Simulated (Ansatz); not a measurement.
System: Al₂O₃, space group Pnnm (No. 58), 10 atoms in the cell.

```cif
data_structure
_symmetry_space_group_name_H-M 'Pnnm'
_symmetry_Int_Tables_number 58
_cell_length_a 4.6138
_cell_length_b 9.5633
_cell_length_c 3.1199
_cell_angle_alpha 90.000
_cell_angle_beta 90.000
_cell_angle_gamma 90.000
_cell_volume 137.66
loop_
_atom_site_label
_atom_site_type_symbol
_atom_site_symmetry_multiplicity
_atom_site_Wyckoff_symbol
_atom_site_fract_x
_atom_site_fract_y
_atom_site_fract_z
_atom_site_occupancy
Al1 Al 4 g 0.98298 0.82457 0.00000 1
O1 O 2 a 0.50000 0.50000 0.50000 1
O2 O 4 g 0.12363 0.75305 0.50000 1
```

Ansatz; r2SCAN, Ansatz PAW, no spin polarisation, no spin-orbit coupling, 6×3×9 k mesh, 500 eV cutoff.

Predict the main features of the band structure and density of states. The path is Γ–X–S–Y–Γ–Z–U–R–T–Z|Y–T|U–X|S–R.

The material is gapped. The gap along this path is 4.12 eV and direct: both edges lie at Γ. At Y the top valence band lies only 0.02 eV lower. The top valence level at Γ is a single band, not degenerate (spin aside). The next level lies only 0.06 eV lower. The direct gaps are 6.69 eV at Y, 4.12 eV at Γ and 6.76 eV at T.

The PAW data sets were made with another functional. LDA, GGA and most meta-GGA functionals understate gaps. The cell is at −4 GPa in this functional. The usual form of Al2O3 is corundum. In reduced coordinates of the cell that was run, X is (0, 0, 0.5), S is (0.5, 0, 0.5), Y is (0.5, 0, 0), Z is (0, 0.5, 0), U is (0, 0.5, 0.5), R is (0.5, 0.5, 0.5) and T is (0.5, 0.5, 0).

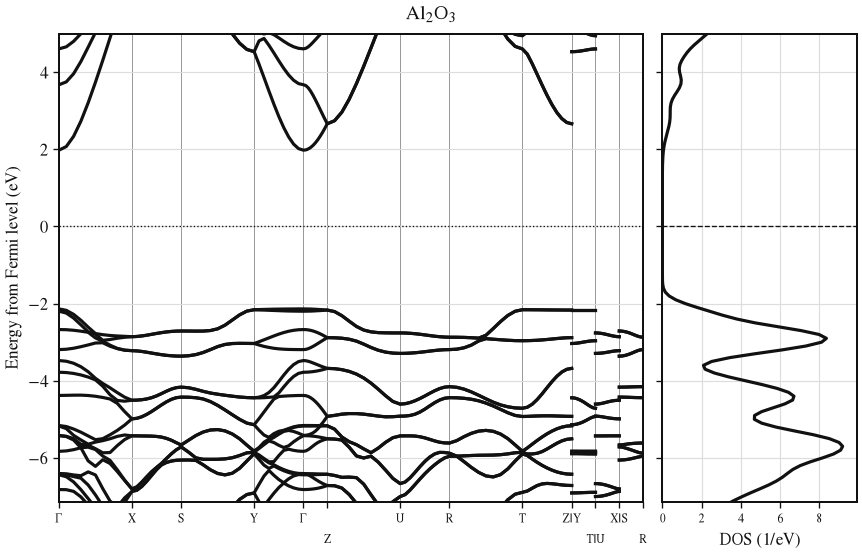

Band structure and density of states. Energies are counted from the Fermi level. The DOS curve is built from the levels of the k mesh with Gaussians 0.55 eV wide, which also blur the band edges; ripples of that width can come from the mesh.
